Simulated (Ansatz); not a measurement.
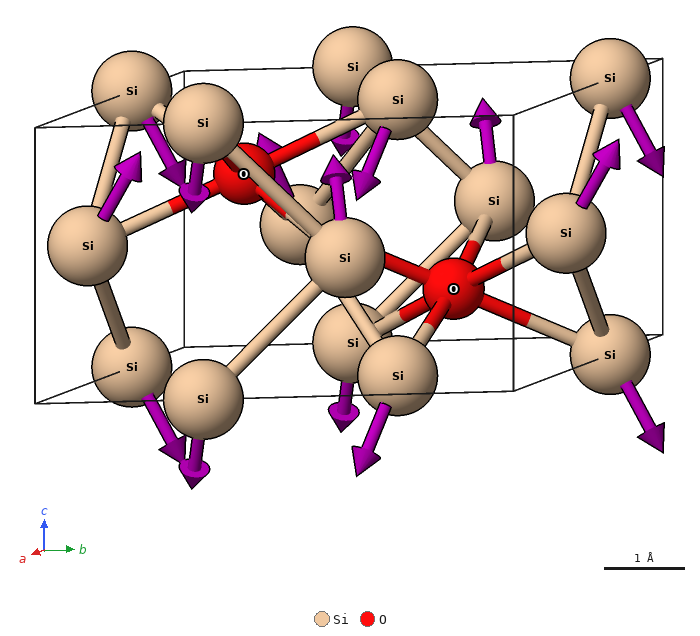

Phonons of solid Si3O (a generated structure), at the zone centre. The optical levels lie at 387i (×2), 295i, 184i (×2), 101i, 76i (×2), 61 (×2), 164 (×2), 206 (×2), 214 (×2), 215, 221, 257, 262, 351 cm⁻¹. One mode is drawn. Displacements are drawn as purple arrows; their common scale and sign are arbitrary. A ball-and-stick model of the cell of the calculation, seen slightly off an axis.

All numbers below come from DFT PBE, scalar-relativistic, plane waves, PAW (Ansatz 0.2.0). Settings: plane-wave cutoff 420 eV; k-point mesh 6 × 6 × 12; occupations fermi dirac; smearing width 0.15 eV; no spin polarisation.

The frequencies depend somewhat on the k-mesh and the smearing.

### Which of these frequencies is the drawn mode's?

The level at 351 cm⁻¹. This is the B₂ mode, the highest optical level (5 lower levels are imaginary, so the structure is unstable), silent by symmetry (neither infrared- nor Raman-active). The O atoms stay at rest; atoms of one kind move against one another, with no net shift of their sublattice.
